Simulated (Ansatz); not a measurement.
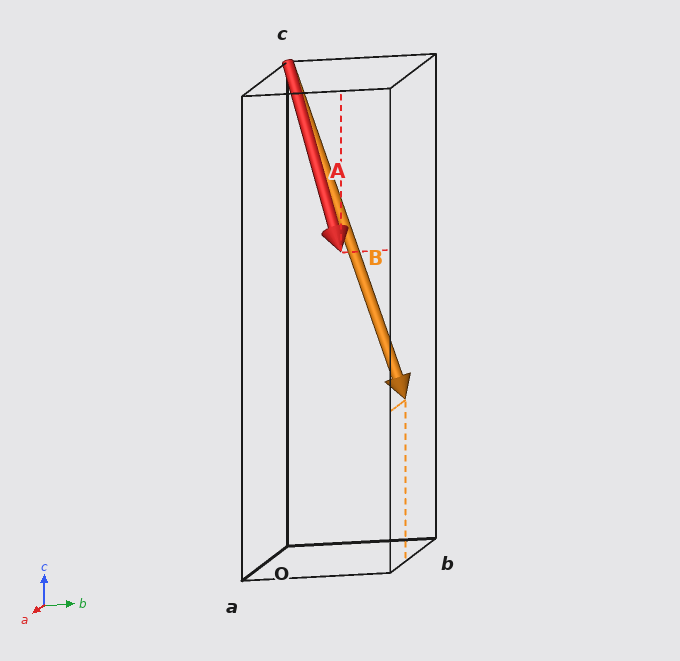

For Si, coordinates from a relaxation with DFT PBE, scalar-relativistic, plane waves, PAW (Ansatz); the starting structure was generated, so it need not be a known form of this composition: each arrow starts at a corner of the unit cell and ends on its surface; where a tip isn't a corner, dashed lines run from it parallel to the axes. Geometry calculated from the standardised cell; symmetry tolerance 0.002 Å.

a = 3.859 Å, b = 3.859 Å, c = 12.676 Å, α = 90.00°, β = 90.00°, γ = 120.00°.

Give [uvw] of each arrow.

Arrow A runs from (0, 0, 1) to (1, 2/3, 2/3), so [3 2 −1], in four indices [4 1 −5 −3]; Arrow B runs from (0, 0, 1) to (2/3, 1, 1/3), so [2 3 −2], in four indices [1 4 −5 −6].

How long is the vector ua + vb + wc in each case, and what angles do the directions make?

A 16.277 Å; B 27.331 Å. A–B: 25.0°.

In P6₃/mmc, No. 194, how many directions are equivalent to A (Laue class 6/mmm, both senses counted)?

24.
